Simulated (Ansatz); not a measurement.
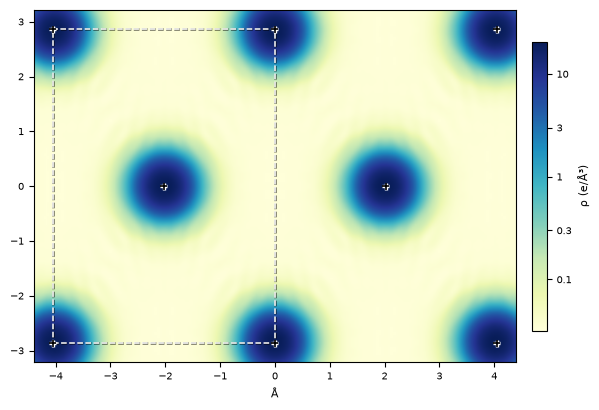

The valence electron density on a plane through atoms (crosses mark nuclei in the plane).

These are results of Ansatz, DFT LDA, scalar-relativistic, plane waves, PAW, not measurements.

Candidates:
A. InP, a = 5.83 Å, b = 5.83 Å, c = 5.83 Å, α = 90.00°, β = 90.00°, γ = 90.00°. Space group F-43m; a structure from a database of computed crystals, not necessarily the ambient phase.
B. WS₂, a = 3.13 Å, b = 3.13 Å, c = 12.16 Å, α = 90.00°, β = 90.00°, γ = 120.00°. Space group P6₃/mmc; a structure from a database of computed crystals, not necessarily the ambient phase.
C. Na, a = 4.05 Å, b = 4.05 Å, c = 4.05 Å, α = 90.00°, β = 90.00°, γ = 90.00°. Space group Im-3m; a structure from a database of computed crystals, not necessarily the ambient phase; computed without spin polarisation.

Which candidate gave the map?

Candidate C: Na on the (011) plane of the conventional cell, which holds Na. Na–Na (3.51 Å): the density is about 0.04 e/Å³ at the midpoint, with its minimum of 0.03 e/Å³ about 1.6 Å from Na.
